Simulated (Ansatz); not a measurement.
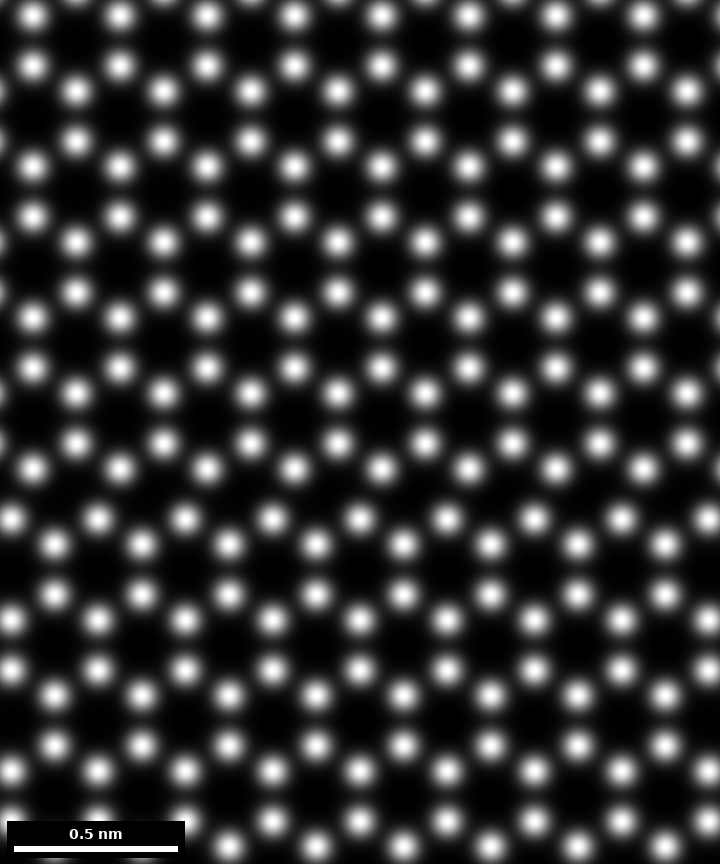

HAADF-like image of Si (P6_3/mmc, No. 194) along [001]. The image is simulated as a sum over atoms of Z^1.7, blurred by a 0.75 Å probe (no channelling). The probe carries 25 % of its weight in a tail 2.5 times as wide.

One planar defect was built into the perfect crystal by geometry alone, without relaxation. Host structure: the geometry relaxed with DFT, LDA (PW92), plane waves (420 eV) with PAW, scalar-relativistic in Ansatz 0.2.0; the starting structure was generated, so it need not be a known form of this composition.

Question: Where does the periodic pattern break, and how?

Answer: A planar fault (a stacking fault) runs horizontally about 15 Å below the top edge. The part above it is shifted along the boundary by 1/4 of the 2.67 Å repeat of the rows (0.7 Å to the right, the same as 2.0 Å to the left); both parts keep the same orientation.
